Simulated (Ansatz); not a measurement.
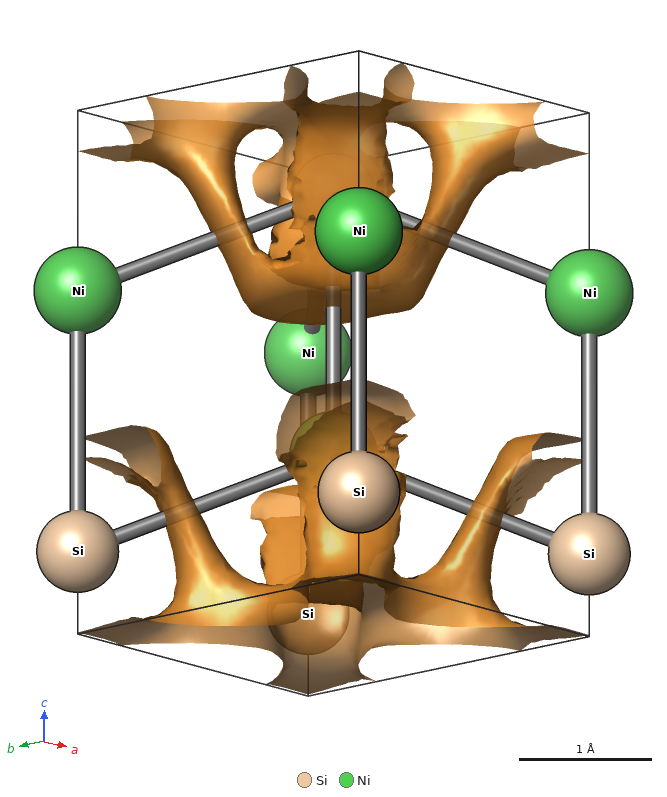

Figure 1: SiNi. Isosurface of the ELF at 0.55 (orange), seen at an oblique angle. Only the valence region is drawn (cores and ρ < 0.01 e/Å³ removed). Sticks mark near contacts.

Space group Pmmn; not relaxed (largest force 1.7 eV/Å); computed pressure about 198 GPa in this cell; the program warned that a starting moment wasn't kept; spin-polarised, but the moments vanished.

The calculation used DFT, PBE, PAW with Ansatz's default frozen-core files, scalar-relativistic in Ansatz 0.2.0.

Q: Identify the bonds, lone pairs and shells in this picture.

A: At this value the surface marks out sheets that run through the cell in two directions, counted in one cell of 4 atoms. Regions shared between cells count once. Profiles from the grid: Si–Ni (2.04 Å): the ELF peaks at about 0.60 in the valence shell of Si, 0.8 Å from its nucleus, and is about 0.45 at the midpoint. Si–Si (2.33 Å): the ELF peaks at about 0.65 between the atoms.
